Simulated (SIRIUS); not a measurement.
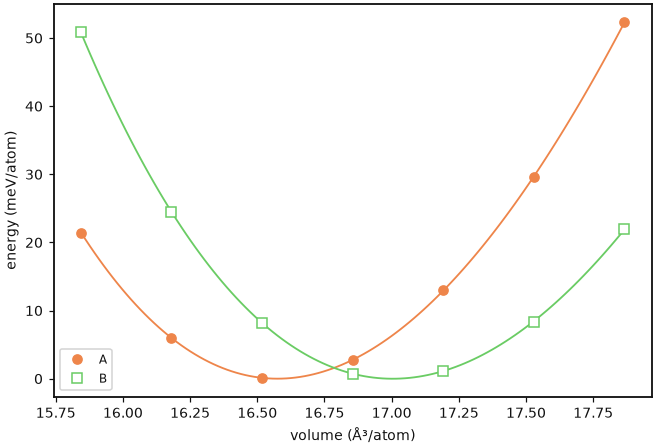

The figure compares two calculations of the energy against volume, each curve from its own zero. The first is for Au, space group Fm-3m (No. 225).

The cell holds 1 atom.

Method: all-electron LAPW DFT, no spin polarisation; energies at scaled volumes of the given cell, shape and fractions fixed, counted from the fit's minimum, third-order Birch-Murnaghan fit (SIRIUS 7.12.0). Level: PBEsol.

k mesh 11×11×11; occupations Fermi–Dirac; smearing width 0.05 eV; potentials all electron FP LAPW; program settings basis apw+lo standard, gk cutoff 3.51 1/bohr, pw cutoff 20 1/bohr.

In the second, the level changes from PBEsol to LDA.

> Which of A and B is the second calculation, and what did the change do?

A. The equilibrium volume falls from 17.00 to 16.57 Å³/atom (−2.5 %) and the bulk modulus rises from 178 to 194 GPa (+9.0 %).

For both, limits of the calculation: spin-orbit coupling left out, heavy elements.

V0 and the bulk modulus come from third-order Birch–Murnaghan fits.
